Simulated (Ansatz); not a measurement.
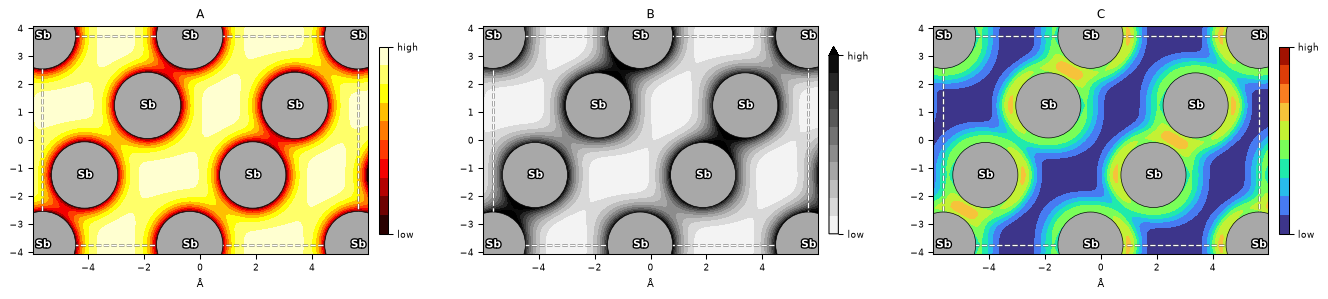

Sb: 3 fields on the (110) plane of the conventional cell, with unlabelled colour scales. Grey discs cover the atomic cores.

Space group R-3m; computed pressure about 3 GPa in this cell.

Level of theory: Kohn-Sham DFT of a periodic cell, PBE0 form with a typed share of exact exchange, Ansatz PAW (Ansatz).

The panels show electron localisation function, electrostatic potential energy of an electron and valence pseudo-density in some order. Assign them.

Answer. Panel A: electrostatic potential energy of an electron (low next to the atoms, rising into the space between them). Panel B: valence pseudo-density. Panel C: electron localisation function. From the grid: Sb–Sb (2.91 Å): ρ is about 0.35 e/Å³ halfway; the ELF peaks at about 0.65 between the atoms.
